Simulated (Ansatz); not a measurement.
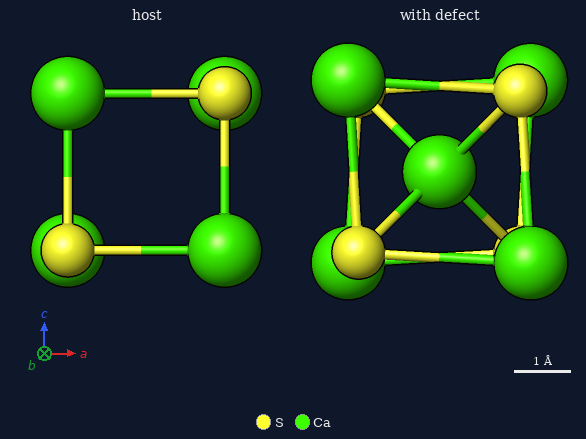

Left: perfect CaS. Right: the same region with one point defect, after relaxing the atoms in a supercell of 64 sites. Style: ball-and-stick. Shown: the atoms within 4.6 Å of one point, in a slice 4.2 Å thick across the line of sight, along the b axis.

These are results of DFT, PBEsol, PAW, plane waves (Ansatz 0.2.0), not measurements. Settings: plane-wave cutoff 420 eV; k-point mesh 1 × 1 × 1; mesh shifted by (0.25, 0.25, 0.25); collinear spin. Fermi-Dirac smearing of 0.01 eV. The axes drawn are those of the host's conventional cell.

### What kind of defect was made?

An extra calcium atom is put between the host's atoms (an interstitial).

The charge state of the cell is 0.

### What does the relaxation do around it?

The Ca atom starts with 4 Ca at 2.44 Å, 4 S at 2.44 Å around its place and ends with 4 S at 2.51 Å, 4 Ca at 2.84 Å. Of the host's atoms, a calcium atom moves furthest from its site, by 0.40 Å. The cell's net moment is 1.97 μB.
